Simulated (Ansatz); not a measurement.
## Electronic structure of ScAl3N4 in real space

The calculation's input:

```
crystal:
  lattice:
    - [4.5297272316, 0.0, 0.0]
    - [0.0, 4.5297272316, 0.0]
    - [0.0, 0.0, 4.5297272316]
  atoms:
    - { symbol: Sc, position: [0.0, 0.0, 0.0] }
    - { symbol: Al, position: [0.5, 0.5, 0.0] }
    - { symbol: Al, position: [0.5, 0.0, 0.5] }
    - { symbol: Al, position: [0.0, 0.5, 0.5] }
    - { symbol: "N", position: [0.7373116271, 0.7373116271, 0.2626883729] }
    - { symbol: "N", position: [0.7373116271, 0.2626883729, 0.7373116271] }
    - { symbol: "N", position: [0.2626883729, 0.7373116271, 0.7373116271] }
    - { symbol: "N", position: [0.2626883729, 0.2626883729, 0.2626883729] }
basis:
  ecutwfc: 420
kpoints:
  mp_grid: { grid: [6, 6, 6] }
hamiltonian:
  xc: pbe
scf:
  occupations: { method: gaussian, width: 0.02 }
output:
  forces: true
  stress: true
  eigenvalues: true
  write_density: true
  write_potential: true
  elf: true
  volumetric_format: npy
relax:
  adjacent_minimum: "off"
  f_tol: 0.005
  max_steps: 80
  cell: { stress_tol: 0.05 }
```

Run with:

```sh
ansatz run input.yaml --threads 2 --pin off --max-ram 7168MiB --backend cpu --events-out ev --progress --plain --runs-dir out
```

Below, planes, directions and counts refer to the conventional cell (a = 4.53 Å, b = 4.53 Å, c = 4.53 Å, α = 90.00°, β = 90.00°, γ = 90.00°).

The fields are those of the run's last geometry, not of the input's.

Space group P-43m.

Level of theory: Ansatz 0.2.0, DFT PBE, scalar-relativistic, plane waves, PAW.

The density is the valence pseudo-density of a PAW calculation; it isn't the true density close to the nuclei.

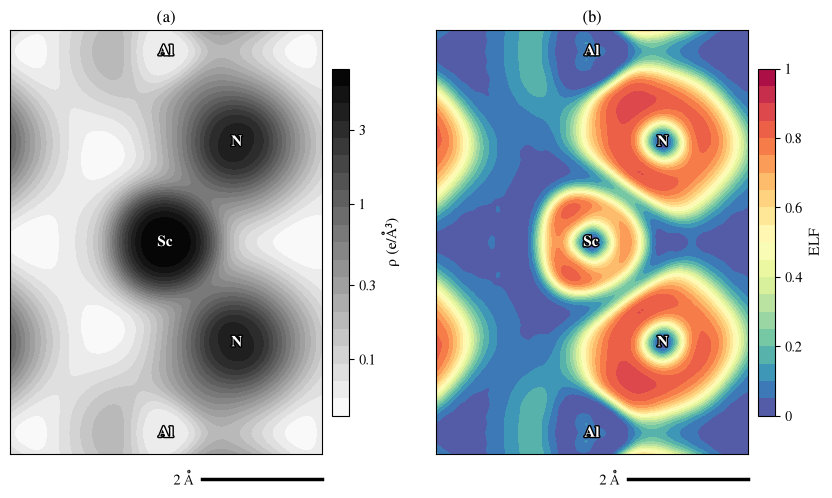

Figure 1. (a) valence electron density; (b) electron localisation function on the (11̄0) plane of the conventional cell.

Describe what can be read from this map.

Answer.
- Atoms in the plane: Sc, Al and N.
- Al–N (1.93 Å): ρ is about 0.63 e/Å³ halfway; the ELF peaks at about 0.85 between the atoms; a shared but strongly polarised pair.
- Sc–N (2.06 Å): ρ at the midpoint is about 0.63 e/Å³; the ELF peaks at about 0.85 in the valence shell of N, 0.6 Å from its nucleus, and is about 0.25 at the midpoint: no localised pair shows between them.
- Between the atoms the lowest density in this plane is 0.04 e/Å³.
- The features right at Sc lie inside the PAW spheres, where the map follows smoothed inner orbitals and isn't to be read closely.

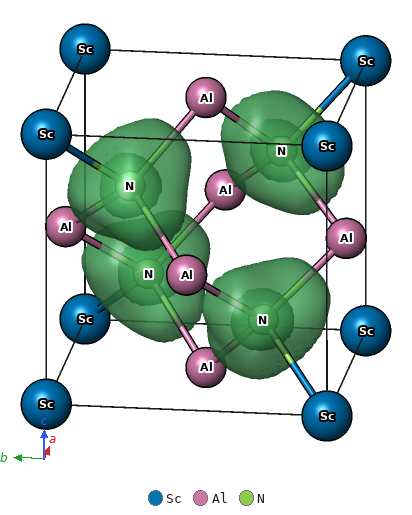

Figure 2. Isosurface of the electron localisation function at 0.75 (green), seen at an oblique angle. Only the valence region is drawn (cores and ρ < 0.01 e/Å³ removed). Sticks mark near contacts.

Describe the localisation domains.

Answer. The ELF exceeds this value in four regions on N in which the atom's valence shell and bonds are merged, counted in one cell of 8 atoms. Regions shared between cells count once.

Metal or insulator at this level of theory?

Answer. It is gapped, with a Kohn–Sham gap of 3.3 eV on the k-point mesh (the band edges may lie off the mesh, which would make the gap smaller).
